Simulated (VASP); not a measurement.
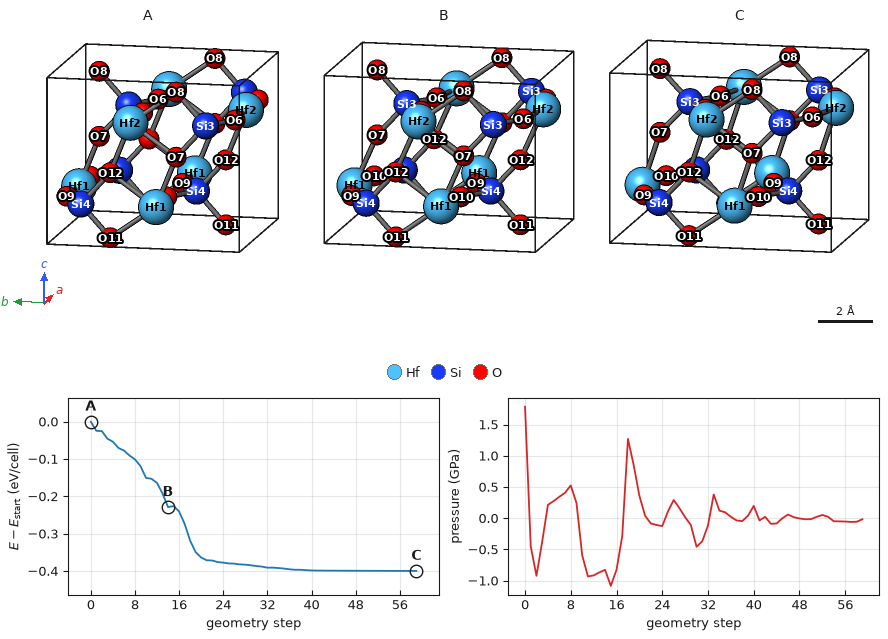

Frames of a relaxation of a crystal of HfSiO$_{4}$ (a generated structure, set up in Cmcm), marked on the history of the run. Style: ball-and-stick. Shown: the conventional cell (2 times the calculation's cell), from a free direction. Lengths and directions refer to the drawn axes.

The run lets cell and atoms move.

Method: Kohn-Sham DFT of a periodic cell, PBE, VASP PAW PBE potentials, recommended (VASP 6.6.1).

The input:
```
SYSTEM = HfSiO4
  PREC = Accurate
  ENCUT = 520
  EDIFF = 1E-7
  ISMEAR = 0
  SIGMA = 0.03
  LREAL = .False.
  LASPH = .True.
  NELM = 120
  ALGO = Normal
  ISIF = 3
  LWAVE = .False.
  LCHARG = .False.
  GGA = PE
  IBRION = 2
  NSW = 60
  EDIFFG = -0.005
  POTIM = 0.3
  KPAR = 4
```

Launched with:
```bash
cat potpaw_PBE.64/Hf_pv/POTCAR potpaw_PBE.64/Si/POTCAR potpaw_PBE.64/O/POTCAR > POTCAR
mpirun -np 4 vasp_std > vasp.out
```

**Describe the path.**

The relaxation stopped without meeting its thresholds, so the last structure isn't shown to be converged. After 59 geometry steps the energy has fallen by 0.400 eV per cell of the calculation. The largest force component goes from 0.019 to 0.0081 eV/Å. The pressure goes from 1.79 to −0.02 GPa. The largest moves relative to the cell, 0.49 Å, are those of O atoms. Largest moves by element: O 0.49 Å, Si 0.40 Å, Hf 0.03 Å. The volume changes by +13.7 %, with a 6.776 → 6.555 Å (−3.3 %), b 7.383 → 8.504 Å (+15.2 %), c 6.357 → 6.490 Å (+2.1 %). Some distances before and after: Hf–Hf 3.327 → 3.420 Å, Hf–O 2.087 → 2.138 Å, Hf–O 2.022 → 1.989 Å, Hf–O 2.150 → 2.131 Å. Among the angles between lasting bonds that change: O–Hf–O 178.6° → 152.0°, Hf–O–Si 148.0° → 161.1°, O–Hf–O 89.4° → 101.5°. The space group stays Cmcm (No. 63). The volume changes by over a tenth within one run on a fixed set of plane waves, so the end point should be relaxed again from the new cell. From step 0 to 14: O atoms move most (0.25 Å), volume +8.8 %, energy −0.229 eV per cell of the calculation. From step 14 to 59: O atoms move most (0.23 Å), volume +4.5 %, energy −0.171 eV per cell of the calculation.
